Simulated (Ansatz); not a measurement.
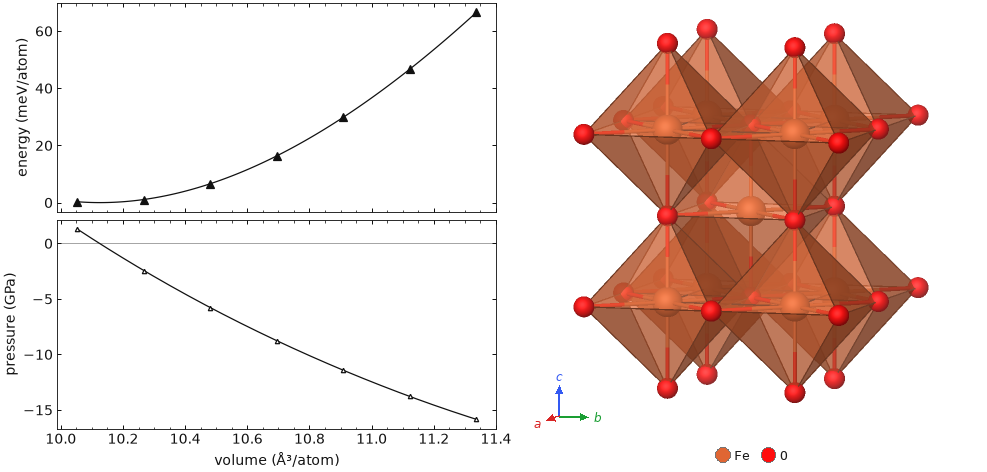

How it was computed, with Ansatz 0.2.0: all-electron LAPW DFT, collinear spins; energies at scaled volumes of the given cell, shape and fractions fixed, counted from the fit's minimum, third-order Birch-Murnaghan fit. Level: PBE, collinear spin.

k mesh 12×12×12; occupations Fermi–Dirac; smearing width 0.05 eV; potentials all electron LAPW, scalar relativistic; program settings basis error eV/atom 0.0005.

Starting cell:
```xyz
2
Lattice="-1.6021 1.6021 2.0834 1.6021 -1.6021 2.0834 1.6021 1.6021 -2.0834" Properties=species:S:1:pos:R:3 pbc="T T T"
Fe    0.0000    0.0000    0.0000
O     0.0000    0.0000    2.0834
```

Energy and pressure against volume for FeO, space group I4/mmm (No. 139). The conventional cell is drawn beside the plot.

A third-order Birch–Murnaghan fit gives V0 = 10.13 Å³/atom, B0 = 181 GPa and B′ = 4.5. The energy rises from 0.29 meV/atom at volume 10.05 Å³/atom to 66.54 meV/atom at 11.34 Å³/atom. The pressure falls from 1.29 GPa at volume 10.05 Å³/atom to −15.84 GPa at 11.34 Å³/atom, and changes sign near 10.13 Å³/atom.

Limits of the calculation: shape and atomic fractions are frozen while scaling, which makes layered, chain and framework solids too stiff.
